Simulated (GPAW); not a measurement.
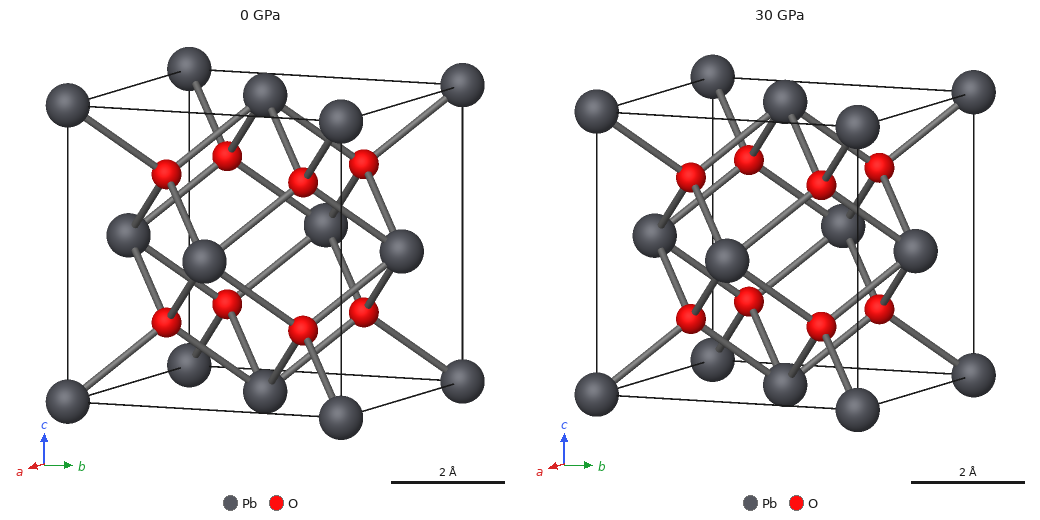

PbO₂, fluorite (CaF₂ type), space group Fm-3m (No. 225), relaxed (cell and atoms) under a series of hydrostatic pressures; the conventional cell is drawn at the lowest and the highest, to one scale (sticks follow a distance rule). The start was a structure listed in the Materials Project. It needn't be the stable form of this composition.

Alike in all runs: GPAW 26.7.0; functional PBEsol; potentials PAW data sets generated in the run's folder for this functional; cutoff 800 eV; k mesh 9 × 9 × 9 on the run's cell of 3 atoms; occupations fermi-dirac, width 0.05 eV; no spin polarisation; no spin-orbit coupling.

```tsv
pressure (GPa)	volume (Å³/atom)	a (Å)
0.0	12.499	5.313
2.0	12.345	5.291
4.9	12.133	5.261
9.7	11.823	5.216
20.0	?	?
29.9	10.891	5.075
```

Question: What equation of state do the given rows imply, and what volume does it predict for the missing row?

Answer: The fit gives V0 = 12.50 Å³/atom, B0 = 152 GPa and B0′ = 5.1, which puts the volume at 20.0 GPa at 11.30 Å³/atom. The run gave volume 11.294 Å³/atom; a 5.137 Å.

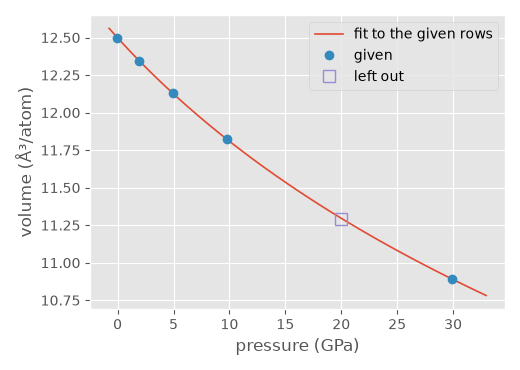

Volume against pressure, with the fit. The structure was kept in its own symmetry, so a change to another phase within this range wouldn't be seen.

Caveat: later steps reuse the first step's grids; spin-orbit coupling is left out, which matters for Pb, in volumes and forces too.
